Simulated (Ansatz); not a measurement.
Here is a crystal structure:

```
CELL_PARAMETERS angstrom
4.19672 0.00000 0.00000
0.00000 4.19672 0.00000
0.00000 0.00000 4.19672
ATOMIC_POSITIONS crystal
Ge 0.00000 0.00000 0.00000
Ge 0.00000 0.50000 0.50000
Ge 0.50000 0.00000 0.50000
Ge 0.50000 0.50000 0.00000
```

Say what kind of structure these coordinates give.

The element is germanium. Its lattice is face-centred cubic, its space group Fm-3m (No. 225). The structure is of the kind named face-centred cubic (Cu type). The cell holds four atoms. About every Ge there are twelve Ge in a cuboctahedral arrangement at 2.97 Å. The bonds build a three-dimensional framework.

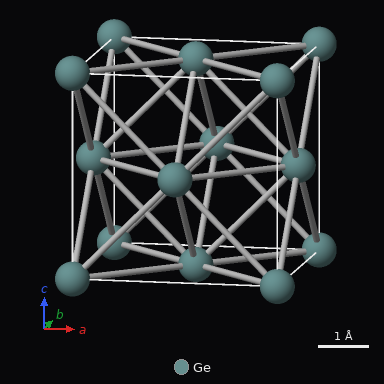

Structure drawing (ball-and-stick), viewed slightly off an axis. The conventional unit cell is drawn as a box.

Starting structure: a structure listed in the Materials Project. Earlier steps of the study may have refined or changed the cell and positions. A calculation with Ansatz used it as input.
